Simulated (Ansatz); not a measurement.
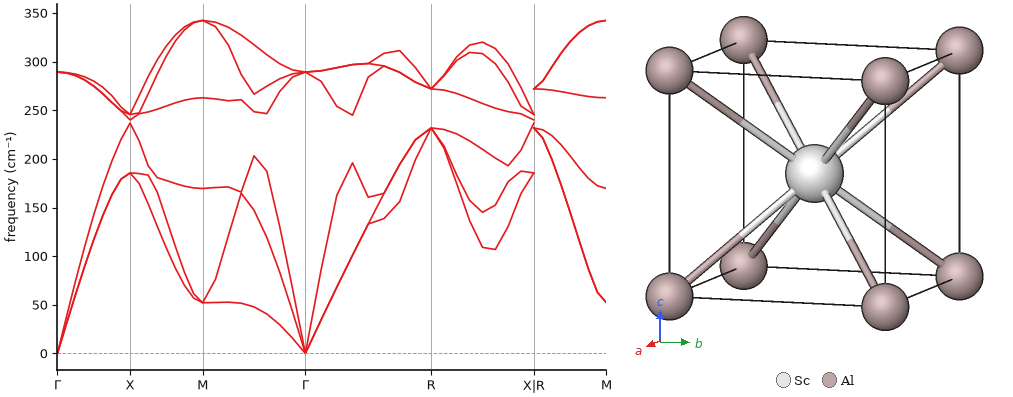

The plot gives the computed phonon dispersion along Γ–X–M–Γ–R–X|R–M for ScAl, space group Pm-3m (No. 221). Imaginary frequencies are drawn as negative. The conventional cell is drawn beside the plot.

Cell as given: a = 3.348 Å, b = 3.348 Å, c = 3.348 Å, α = 90.00°, β = 90.00°, γ = 90.00°; 2 atoms.

Computed with Ansatz 0.2.0: harmonic phonon frequencies at points of high symmetry, interpolated from the force constants of a q mesh with the long-range term in polar insulators, imaginary frequencies are negative; plane waves with PAW datasets, Γ-centred k mesh. Level: PBEsol, no spin polarisation.

wave cutoff 420 eV; k mesh 12×12×12; occupations Fermi–Dirac; smearing width 0.15 eV; pressure 0 GPa; phonon method linear response; q mesh 2×2×2.

This calculation gives: highest frequency on the path 342.4 cm⁻¹ and lowest frequency at R 231.9 cm⁻¹.

Now the cell is expanded by 2.0 % in volume, to 19.14 Å³/atom. How do these quantities change?

The highest frequency on the path falls from 342.4 to 331.5 cm⁻¹ (−3.2 %) and the lowest frequency at R falls from 231.9 to 223.6 cm⁻¹ (−3.6 %). The shift of the highest frequency on the path amounts to a Grüneisen parameter of 1.63.

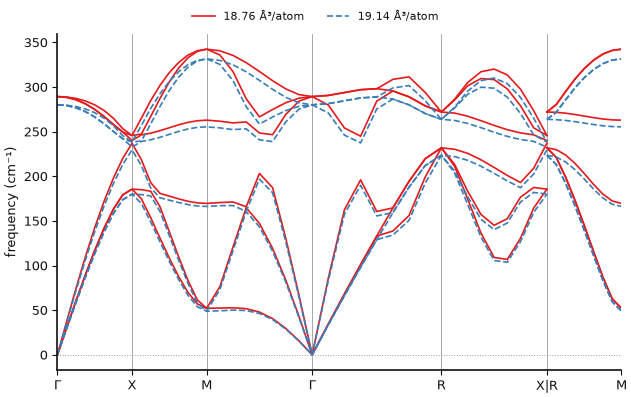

The two results together.

For both, limits of the calculation: metal sensitive to the k mesh; the branches are interpolated from a coarse 2×2×2 mesh of wave vectors.
